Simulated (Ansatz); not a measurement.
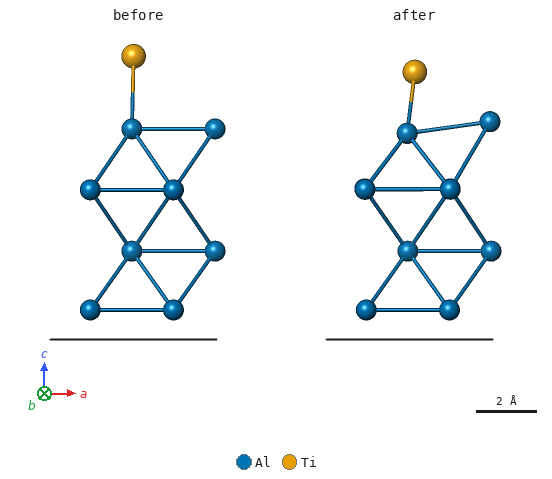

The structure of a slab of composition TiAl16 (cut from the Fm-3m phase) before (left) and after (right) a constrained relaxation, at one scale.

The picture is a ball-and-stick view of the cell of the calculation, outlined in the plane, without the vacuum (origin shifted), seen along the b axis.

Case: Ti put near a bridge Al-Al site. The slab is the (1 0 0) face of Al with Ti on it. 8 atoms are held fixed.

The calculation used DFT PBE+D3(BJ), scalar-relativistic, plane waves, PAW in Ansatz. Settings: plane-wave cutoff 420 eV; k-point mesh 5 × 5 × 1; occupations gaussian; smearing width 0.1 eV; collinear spin; dipole correction; atoms relaxed in a fixed cell; force threshold 0.02 eV/Å; at most 70 steps.

What changed between the two?

Answer. The run was cut off at its time limit before the relaxation converged, so the last structure is only a point on the way. The atom that moves furthest is the Ti atom (0.56 Å at 18° to the normal (−c side)). Largest moves by element: Ti 0.56 Å, Al 0.25 Å. The cell doesn't change. Some distances before and after: Al–Ti 2.853 → 2.559 Å, Al–Ti 2.818 → 2.554 Å, Al–Al 2.868 → 3.047 Å, Al–Al 2.868 → 3.019 Å. Bond angles that change, for instance: Al–Ti–Al 59.6° → 70.0°. The energy falls by 0.591 eV per cell of the calculation in 3 geometry steps. The largest force component goes from 1.4 to 0.46 eV/Å. The run took 5.3 min on 4 threads of Intel(R) Xeon(R) 6975P-C (Granite Rapids), with other jobs on the host, peak memory 1.9 GiB.

Limits of the set-up: the periodic images lie only 5.6 Å apart, so the values are limited by the cell's size.
